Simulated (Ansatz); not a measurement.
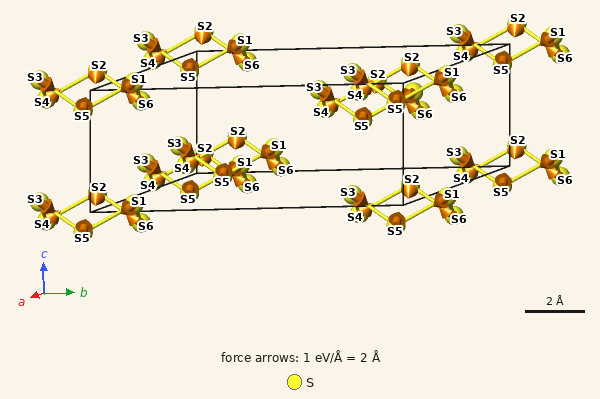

A changed version of crystalline S (built on the database structure type), with the computed forces as orange arrows. Besides, the cell is strained by +1.1 % along [1 2 0] and none across it (volume +1.1 %). The picture is a ball-and-stick view of the conventional cell (3 times the calculation's cell), seen slightly off an axis. Lengths and directions refer to the drawn axes.

Level of theory: DFT, HSE06, plane waves, PAW in Ansatz. Set-up: plane-wave cutoff 420 eV; k-point mesh 4 × 4 × 4; occupations fixed; no spin polarisation.

Describe the distortion and the response.

Answer. Atoms are displaced by up to 0.02 Å (root mean square over those that move 0.01 Å) relative to the cell: S3 0.02 Å along [1 3 3]. No relaxation follows. The energy falls by 2.2 meV per atom. The pressure goes from 0.2 to 0.1 GPa. The principal stresses (compression positive) are 1.2 GPa along c, −0.3 GPa along a, −0.6 GPa along [1 2 0]. The largest forces, 0.35 eV/Å, act on 6 atoms; on S1 it points roughly along [−1 −1 −2]. The space group (tolerance 0.01 Å) goes from R-3 (No. 148) to P-1 (No. 2).
